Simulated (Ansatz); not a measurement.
## Si$_{4}$H$_{2}$O: geometry relaxation (part 4 of 4)

Si$_{4}$H$_{2}$O (slab, 28 atoms in the cell); DFT PBE+D3(BJ), scalar-relativistic, plane waves, PAW, no spin polarisation (Ansatz 0.2.0); cutoff 420 eV, 3×3×1 k-mesh, Gaussian smearing of 0.05 eV. The structure derives from an entry of the Crystallography Open Database. The input holds or restrains some coordinates. It belongs to a series of runs on one base structure; here: clean slab, lower planes held.

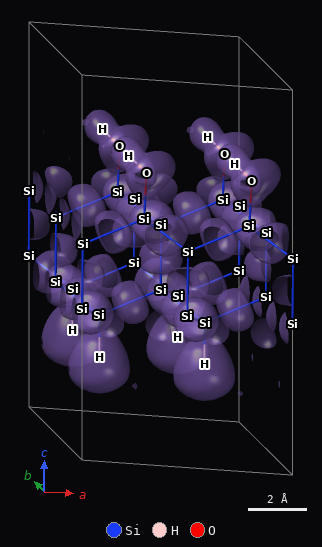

Fig. 1: Isosurface of the ELF at 0.75 (purple), seen slightly off an axis. Core shells and regions of very low density are left out. Sticks mark near contacts. Counts are for one cell; the picture repeats the cell along the surface.  Values along the shortest contacts: O–H (0.97 Å): the ELF climbs to about 1 towards the hydrogen, as it does in any bond to H (a covalent bond by its length). The fields are those of the smooth PAW valence density.

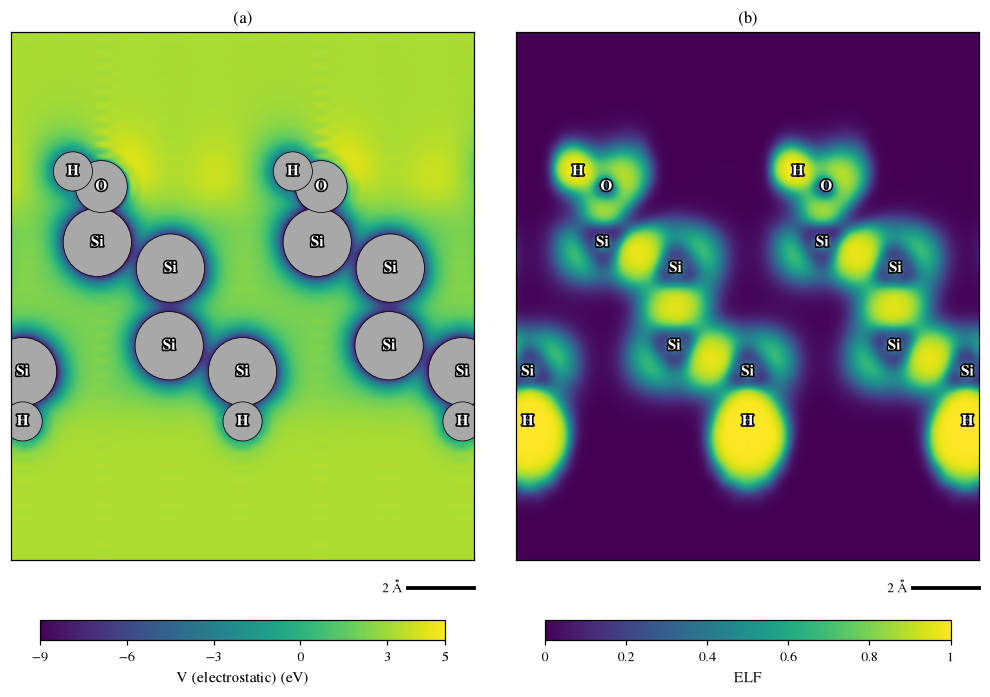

Fig. 2: (a) electrostatic potential energy of an electron; (b) electron localisation function on the (110) plane of the calculation cell, a cut from vacuum to vacuum. Grey discs, where drawn, cover atomic cores. O–H (0.97 Å): the ELF climbs to about 1 towards the hydrogen; a covalent bond by its length. Si–H (1.50 Å): the ELF climbs to about 1 towards the hydrogen (a covalent bond by its length). Si–O (1.69 Å): the ELF peaks at about 0.85 between the atoms, which marks a polar covalent bond.

### Key numbers

```tsv
quantity	value
outcome	converged under the restraints of the input
electrons treated	96
free energy	−12575.1383 eV
work function, top face	3.78 eV
work function, bottom face	4.02 eV
Fermi energy	−0.662 eV
gap on the k-point mesh	1.13 eV
final volume	1204.37 Å³
work function (upper face)	3.78 eV
largest force (length of the vector) at the end, held atoms and coordinates included	0.153 eV/Å
hardware	4 threads of AMD EPYC 7571, 32 GiB of memory available, shared host
wall time	3.7 min (CPU time 14 min)
peak memory	2.2 GiB
```

### Notes

The program warns: the exchange-correlation potential is rough where the density is thin.
